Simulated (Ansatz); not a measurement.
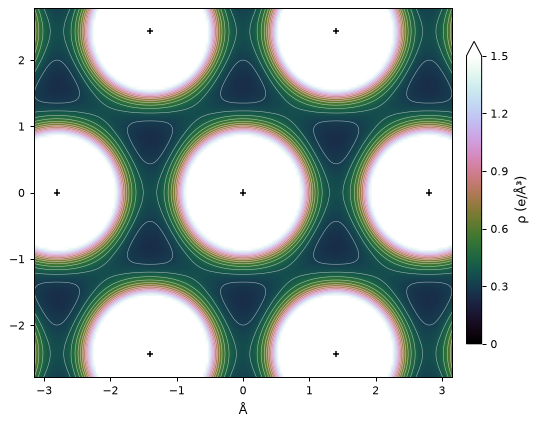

The valence pseudo-density on a plane through atoms (crosses mark nuclei in the plane).

Computed with DFT PBE, scalar-relativistic, plane waves, PAW in Ansatz 0.2.0.

Candidates:
A. Pt, a = 3.97 Å, b = 3.97 Å, c = 3.97 Å, α = 90.00°, β = 90.00°, γ = 90.00°. Space group Fm-3m.
B. CsPbBr3, a = 8.60 Å, b = 12.00 Å, c = 8.37 Å, α = 90.00°, β = 90.00°, γ = 90.00°. Space group Pnma; changed on purpose from its base cell (volume × 1.03, shape and atoms relaxed).
C. LaB6, a = 4.15 Å, b = 4.15 Å, c = 4.15 Å, α = 90.00°, β = 90.00°, γ = 90.00°. Space group Pm-3m; computed without spin polarisation.

### Which system is this?

Candidate A: Pt on the (111) plane of the conventional cell, which holds Pt. Pt–Pt (2.81 Å): the density is about 0.36 e/Å³ at the midpoint.
